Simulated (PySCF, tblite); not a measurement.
# C8H6: vibronic structure

What do calculations give for the vibronic structure of C8H6 (`C#Cc1ccccc1`)?

Computed with tblite 0.8.0 and PySCF 2.14.0 and routines of our own; the level stands in each step. Atoms count from 0.

## Step 1: The system as given

14 atoms, charge 0, multiplicity 1; geometry from: force field or distance geometry start.

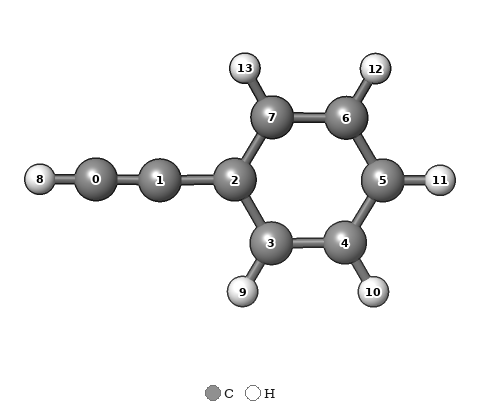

The starting geometry (carbon grey, hydrogen white).

## Step 2: Geometry optimisation with GFN2-xTB

The job: settings as JSON, then the geometry in Å.

```
{"job": {"kind": "relax", "xc": "GFN2-xTB", "basis": "xTB"}, "charge": 0, "multiplicity": 1}
C      2.227200     1.893200     1.649800
C      1.419200     1.221700     1.049300
C      0.486700     0.404700     0.357500
C     -0.040700     0.848800    -0.877500
C     -0.964900     0.049700    -1.549000
C     -1.375700    -1.171800    -1.024700
C     -0.854500    -1.602200     0.195400
C      0.074900    -0.811600     0.891800
H      2.928100     2.495000     2.176500
H      0.268200     1.791800    -1.287500
H     -1.368300     0.388100    -2.509600
H     -2.093600    -1.788800    -1.555900
H     -1.177300    -2.556500     0.625700
H      0.470100    -1.162400     1.836200
```

Command:

```bash
OMP_NUM_THREADS=1 python excited_run.py task.json out
```

This one command runs all jobs of the session in turn.

Log:

```text
step      E/eV     max force
  0    -546.84074    1.064
  1    -546.85864    1.775
  2    -546.86672    1.514
  3    -546.88147    0.381
  4    -546.88554    0.198
  5    -546.88842    0.190
  6    -546.88895    0.063
  7    -546.88934    0.065
  8    -546.88977    0.079
  9    -546.89003    0.045
 10    -546.89014    0.023
 11    -546.89018    0.019
 12    -546.89021    0.016
 13    -546.89022    0.009
```

It took 0.07 s on 1 thread of Arm Neoverse V1, shared host.

Along the way:

```csv
step,energy from step 0 (eV),largest force (eV/Å)
0,0.0000,1.0639
1,-0.0179,1.7752
2,-0.0260,1.5140
3,-0.0407,0.3812
4,-0.0448,0.1984
5,-0.0477,0.1902
6,-0.0482,0.0630
7,-0.0486,0.0653
8,-0.0490,0.0795
9,-0.0493,0.0455
10,-0.0494,0.0230
11,-0.0494,0.0194
12,-0.0495,0.0161
13,-0.0495,0.0088
```

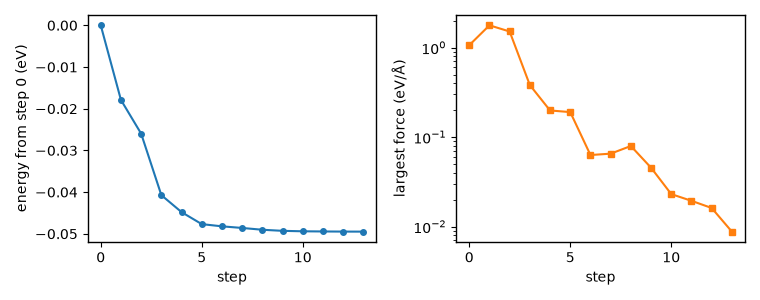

Energy and force, step by step.

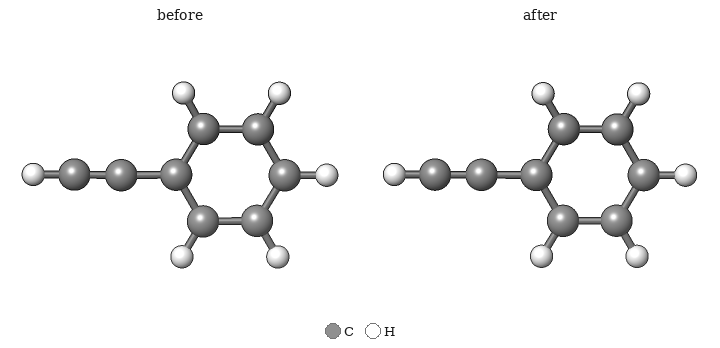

Before and after, at one scale.

Close pairs (by a distance rule), those that changed most:

```csv
bond,before (Å),after (Å),change (Å)
C6–C7,1.405,1.382,-0.023
C2–C3,1.414,1.395,-0.020
C6–H12,1.095,1.080,-0.015
C4–H10,1.095,1.080,-0.015
C0–H8,1.063,1.049,-0.014
C3–C4,1.394,1.382,-0.012
C0–C1,1.210,1.200,-0.010
C5–C6,1.395,1.386,-0.009
```

The next job starts from the end point, and lists it.

## Step 3: Vibrational analysis with GFN2-xTB

The job: settings as JSON, then the geometry in Å.

```
{"job": {"kind": "ir", "xc": "GFN2-xTB", "basis": "xTB"}, "charge": 0, "multiplicity": 1}
C      2.209877     1.883180     1.639255
C      1.414844     1.206309     1.046895
C      0.476142     0.406616     0.350193
C     -0.044449     0.836773    -0.870167
C     -0.958796     0.050881    -1.545094
C     -1.363060    -1.163252    -1.013122
C     -0.849649    -1.592826     0.200163
C      0.067040    -0.816093     0.882219
H      2.904791     2.474818     2.156937
H      0.272848     1.785350    -1.279072
H     -1.358781     0.386567    -2.490906
H     -2.078233    -1.774147    -1.543719
H     -1.165831    -2.538193     0.616606
H      0.472580    -1.146456     1.827647
```

Log:

```text
mode    cm-1     km/mol
  1     126.3      0.22
  2     135.0      0.06
  3     314.1      0.00
  4     366.3      0.00
  5     450.2      0.27
  6     451.8      1.25
  7     484.5      6.07
  8     590.7      0.60
  9     633.8      7.55
 10     669.8      0.00
 11     670.5     16.51
 12     760.3     33.41
 13     773.8      0.08
 14     873.6      0.00
 15     898.7      0.62
 16     927.4      0.00
 17     931.7      0.01
 18     986.1      0.30
 19    1080.2      0.02
 20    1117.2      0.14
 21    1182.4      0.00
 22    1189.5      0.01
 23    1233.4      0.11
 24    1276.7      0.05
 25    1317.3      0.00
 26    1429.1      0.01
 27    1470.2      0.44
 28    1576.0      0.04
 29    1595.9      1.51
 30    2257.7      0.10
 31    3073.3      5.01
 32    3075.1      2.83
 33    3083.4     36.24
 34    3087.2    104.50
 35    3094.1     39.08
 36    3392.7      4.08
```

Run time: 0.35 s. Hardware: 1 thread of Arm Neoverse V1, shared host.

The strongest bands and the atoms that carry them (share of the mass-weighted mode):

```csv
cm⁻¹,km/mol,atoms
484,6.1,"C2 31 %, C1 20 %, C5 10 %"
634,7.5,H8 49 %
670,16.5,"H8 81 %, C0 10 %"
760,33.4,"H11 20 %, C2 17 %, H12 13 %, H10 13 %"
3073,5.0,"H10 37 %, H11 22 %, H12 19 %, H9 11 %"
3083,36.2,"H9 35 %, H11 29 %, H13 27 %"
3087,104.5,"H13 33 %, H9 23 %, H10 19 %, H12 16 %"
3094,39.1,"H11 40 %, H12 19 %, H10 17 %"
```

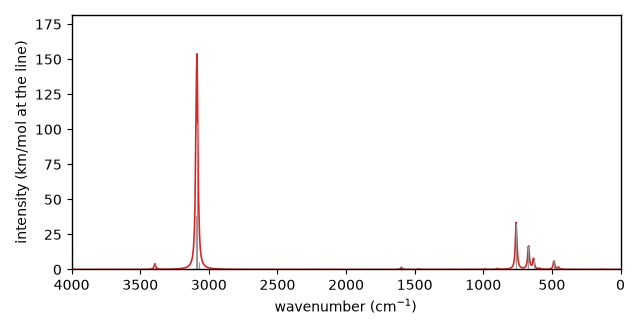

The infrared spectrum from these modes, unscaled. Lines are broadened to a width of 14 cm⁻¹ (Lorentzian).

## Step 4: Vibronic structure: TDDFT B3LYP/def2-SVP

Settings changed since step 3:

```diff
@@ -1,2 +1,2 @@
-{"job": {"kind": "ir", "xc": "GFN2-xTB", "basis": "xTB"}, "charge": 0, "multiplicity": 1}
+{"job": {"kind": "vib", "xc": "B3LYP", "basis": "def2-SVP", "tda": false}, "charge": 0, "multiplicity": 1}
 C      2.209877     1.883180     1.639255
```

Method: TDDFT B3LYP/def2-SVP vertical-gradient vibronic structure (displaced harmonic oscillators, Condon), gas phase.

Log:

```text
final grid: 56272 points
cycle   1  E = -308.1274002464  dE =  1.314e+00  |g| = 3.934e-01  |ddm| = 5.309e+00
cycle   2  E = -308.1355656492  dE = -8.165e-03  |g| = 3.650e-01  |ddm| = 1.217e+00
cycle   3  E = -308.1718943479  dE = -3.633e-02  |g| = 5.539e-02  |ddm| = 5.076e-01
cycle   4  E = -308.1722743230  dE = -3.800e-04  |g| = 4.043e-02  |ddm| = 1.167e-01
cycle   5  E = -308.1727250836  dE = -4.508e-04  |g| = 1.262e-02  |ddm| = 5.670e-02
cycle   6  E = -308.1727612851  dE = -3.620e-05  |g| = 4.540e-03  |ddm| = 1.471e-02
cycle   7  E = -308.1727668323  dE = -5.547e-06  |g| = 1.110e-03  |ddm| = 4.941e-03
cycle   8  E = -308.1727671487  dE = -3.164e-07  |g| = 1.196e-04  |ddm| = 1.181e-03
cycle   9  E = -308.1727671520  dE = -3.329e-09  |g| = 4.740e-05  |ddm| = 1.837e-04
cycle  10  E = -308.1727671525  dE = -5.268e-10  |g| = 1.125e-05  |ddm| = 5.930e-05
converged SCF energy = -308.1727671525

Singlet excitations (eV, f): 5.109 (0.0000)  5.312 (0.3063)  5.421 (0.0000)  6.320 (0.2058)  6.427 (0.0000)  6.451 (0.0001)

State S1  5.1086 eV  f = 0.00000  H->L+1 0.54, H-1->L 0.45
  relaxed dipole 0.170 D, largest gradient of the excitation energy 0.0326 Eh/bohr
  mode    cm-1        S   lambda/meV  Raman
   23   1233.4    0.3519      53.8   1.000
   19   1080.2    0.1811      24.3   0.395
   18    986.1    0.1733      21.2   0.315
   30   2257.7    0.0704      19.7   0.670
   27   1470.2    0.0334       6.1   0.135
   13    773.8    0.0519       5.0   0.058
   22   1189.5    0.0259       3.8   0.069
   29   1595.9    0.0184       3.6   0.088
  reorganisation energy 0.1399 eV, total S 0.913, 0-0 4.9686 eV
  absorption maximum 4.969 eV, width 0.172 eV

State S2  5.3118 eV  f = 0.30629  H->L 0.89
  relaxed dipole 0.976 D, largest gradient of the excitation energy 0.0747 Eh/bohr
  mode    cm-1        S   lambda/meV  Raman
   30   2257.7    0.3882     108.7   1.000
   29   1595.9    0.4504      89.1   0.580
   22   1189.5    0.1799      26.5   0.129
   18    986.1    0.1502      18.4   0.074
   23   1233.4    0.1063      16.3   0.082
   27   1470.2    0.0637      11.6   0.070
   13    773.8    0.0585       5.6   0.018
   19   1080.2    0.0386       5.2   0.023
   36   3392.7    0.0089       3.8   0.052
    5    450.2    0.0531       3.0   0.005
  reorganisation energy 0.2884 eV, total S 1.499, 0-0 5.0233 eV
  absorption maximum 5.023 eV, width 0.306 eV

State S4  6.3199 eV  f = 0.20577  H-1->L 0.47, H->L+1 0.42, H-3->L+1 0.09
  relaxed dipole 1.627 D, largest gradient of the excitation energy 0.0541 Eh/bohr
  mode    cm-1        S   lambda/meV  Raman
   30   2257.7    0.2143      60.0   1.000
   23   1233.4    0.2364      36.1   0.329
   18    986.1    0.1670      20.4   0.149
   19   1080.2    0.1418      19.0   0.151
   29   1595.9    0.0785      15.5   0.183
   27   1470.2    0.0168       3.1   0.033
   36   3392.7    0.0054       2.3   0.057
    5    450.2    0.0216       1.2   0.004
   13    773.8    0.0096       0.9   0.005
   22   1189.5    0.0054       0.8   0.007
  reorganisation energy 0.1602 eV, total S 0.900, 0-0 6.1597 eV
  absorption maximum 6.160 eV, width 0.038 eV

State T1  3.6270 eV  f = 0.00000  H->L 0.90
  relaxed dipole 0.169 D, largest gradient of the excitation energy 0.0709 Eh/bohr
  mode    cm-1        S   lambda/meV  Raman
   29   1595.9    0.8238     163.0   1.000
   30   2257.7    0.3252      91.0   0.790
   22   1189.5    0.3281      48.4   0.221
   23   1233.4    0.2237      34.2   0.162
   18    986.1    0.1705      20.9   0.079
   27   1470.2    0.0965      17.6   0.099
   19   1080.2    0.0697       9.3   0.039
   13    773.8    0.0432       4.1   0.012
    5    450.2    0.0673       3.8   0.007
   36   3392.7    0.0071       3.0   0.039
  reorganisation energy 0.3961 eV, total S 2.158, 0-0 3.2309 eV
  absorption maximum 3.427 eV, width 0.514 eV
```

Wall time 27 s (1 thread of Arm Neoverse V1, shared host); peak memory 0.69 GiB.

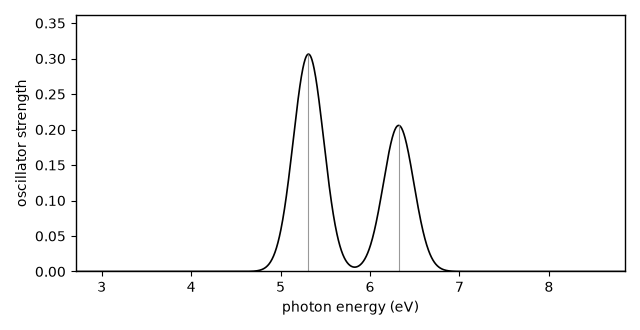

Absorption lines of the singlets. Lines are broadened to a width of 0.40 eV (Gaussian).

## Step 5: Vibronic structure: TDDFT B97-D/3-21G

Settings changed since step 4:

```diff
@@ -1,2 +1,2 @@
-{"job": {"kind": "vib", "xc": "B3LYP", "basis": "def2-SVP", "tda": false}, "charge": 0, "multiplicity": 1}
+{"job": {"kind": "vib", "xc": "B97-D", "basis": "3-21G", "tda": false, "temperature": 200, "nbright": 1}, "charge": 0, "multiplicity": 1}
 C      2.209877     1.883180     1.639255
```

Method: TDDFT B97-D/3-21G vertical-gradient vibronic structure (displaced harmonic oscillators, Condon), gas phase.

Log:

```text
final grid: 56272 points
cycle   1  E = -306.4048310111  dE =  1.017e+00  |g| = 3.841e-01  |ddm| = 4.825e+00
cycle   2  E = -306.4051115512  dE = -2.805e-04  |g| = 3.867e-01  |ddm| = 9.781e-01
cycle   3  E = -306.4446235435  dE = -3.951e-02  |g| = 8.076e-02  |ddm| = 5.713e-01
cycle   4  E = -306.4461810554  dE = -1.558e-03  |g| = 3.824e-02  |ddm| = 1.514e-01
cycle   5  E = -306.4465257140  dE = -3.447e-04  |g| = 1.835e-02  |ddm| = 5.861e-02
cycle   6  E = -306.4466169799  dE = -9.127e-05  |g| = 4.731e-03  |ddm| = 2.096e-02
cycle   7  E = -306.4466230693  dE = -6.089e-06  |g| = 1.304e-03  |ddm| = 6.669e-03
cycle   8  E = -306.4466235023  dE = -4.330e-07  |g| = 3.631e-04  |ddm| = 1.948e-03
cycle   9  E = -306.4466235348  dE = -3.252e-08  |g| = 4.951e-05  |ddm| = 4.116e-04
cycle  10  E = -306.4466235356  dE = -8.046e-10  |g| = 2.335e-05  |ddm| = 9.434e-05
converged SCF energy = -306.4466235356

Singlet excitations (eV, f): 5.000 (0.0000)  5.337 (0.0002)  5.358 (0.3103)  5.944 (0.0001)  6.096 (0.1205)  6.492 (0.0000)

State S1  4.9995 eV  f = 0.00005  H->L+1 0.59, H-1->L 0.41
  relaxed dipole 0.723 D, largest gradient of the excitation energy 0.0388 Eh/bohr
  mode    cm-1        S   lambda/meV  Raman
   23   1233.4    0.3288      50.3   0.947
   30   2257.7    0.1037      29.0   1.000
   18    986.1    0.1819      22.2   0.335
   19   1080.2    0.1597      21.4   0.353
   29   1595.9    0.0489       9.7   0.236
   13    773.8    0.0665       6.4   0.075
   27   1470.2    0.0335       6.1   0.137
   22   1189.5    0.0179       2.6   0.048
  reorganisation energy 0.1506 eV, total S 0.952, 0-0 4.8490 eV
  absorption maximum 4.849 eV, width 0.170 eV

State S3  5.3582 eV  f = 0.31031  H->L 0.90
  relaxed dipole 1.565 D, largest gradient of the excitation energy 0.0646 Eh/bohr
  mode    cm-1        S   lambda/meV  Raman
   30   2257.7    0.3045      85.2   1.000
   29   1595.9    0.3585      70.9   0.588
   22   1189.5    0.1406      20.7   0.128
   18    986.1    0.1681      20.6   0.105
   13    773.8    0.1027       9.8   0.040
   19   1080.2    0.0594       7.9   0.045
   23   1233.4    0.0492       7.5   0.048
   27   1470.2    0.0234       4.3   0.033
   36   3392.7    0.0081       3.4   0.060
    5    450.2    0.0304       1.7   0.004
  reorganisation energy 0.2326 eV, total S 1.247, 0-0 5.1256 eV
  absorption maximum 5.126 eV, width 0.038 eV

State T1  3.6789 eV  f = 0.00000  H->L 0.94
  relaxed dipole 0.360 D, largest gradient of the excitation energy 0.0701 Eh/bohr
  mode    cm-1        S   lambda/meV  Raman
   29   1595.9    0.7831     154.9   1.000
   30   2257.7    0.3224      90.2   0.824
   22   1189.5    0.3027      44.6   0.215
   23   1233.4    0.1808      27.6   0.138
   18    986.1    0.1596      19.5   0.078
   27   1470.2    0.0785      14.3   0.085
   19   1080.2    0.0647       8.7   0.038
   13    773.8    0.0463       4.4   0.014
    5    450.2    0.0630       3.5   0.006
   36   3392.7    0.0074       3.1   0.043
  reorganisation energy 0.3717 eV, total S 2.011, 0-0 3.3071 eV
  absorption maximum 3.307 eV, width 0.504 eV
```

Run time: 13 s. Hardware: 1 thread of Arm Neoverse V1, shared host; peak memory 0.59 GiB.

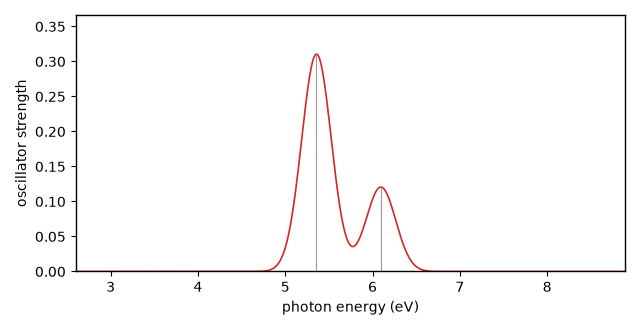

Absorption lines of the singlets. Lines are broadened to a width of 0.40 eV (Gaussian).

## Step 6: Outcome

| quantity | value |
| --- | --- |
| strongest single infrared mode (GFN2-xTB) | 3087 cm⁻¹, 104 km/mol |
| zero-point energy (GFN2-xTB) | 66.6 kcal/mol |
| S1: vertical, reorganisation, 0-0, total S (step 4, TDDFT B3LYP/def2-SVP, modes from GFN2-xTB) | 5.11, 0.14, 4.97 eV; 0.9 |
| S2: vertical, reorganisation, 0-0, total S (step 4, TDDFT B3LYP/def2-SVP, modes from GFN2-xTB) | 5.31, 0.29, 5.02 eV; 1.5 |
| S4: vertical, reorganisation, 0-0, total S (step 4, TDDFT B3LYP/def2-SVP, modes from GFN2-xTB) | 6.32, 0.16, 6.16 eV; 0.9 |
| S1: vertical, reorganisation, 0-0, total S (step 5, TDDFT B97-D/3-21G, modes from GFN2-xTB) | 5.00, 0.15, 4.85 eV; 1.0 |
| S3: vertical, reorganisation, 0-0, total S (step 5, TDDFT B97-D/3-21G, modes from GFN2-xTB) | 5.36, 0.23, 5.13 eV; 1.2 |
| T1: vertical, reorganisation, 0-0, total S (step 5, TDA B97-D/3-21G, modes from GFN2-xTB) | 3.68, 0.37, 3.31 eV; 2.0 |

All 36 modes are real, so the xTB geometry is a minimum. GFN2-xTB is a fitted tight-binding method: band positions and strengths are rough. Its intensities can rank the bands wrongly. The vibronic model keeps the ground-state modes (from xTB) and shifts them along the gradient alone, so it can miss much of the relaxation that a full optimisation finds. Some states lie very close; unless symmetry makes them partners, their order is unsure.
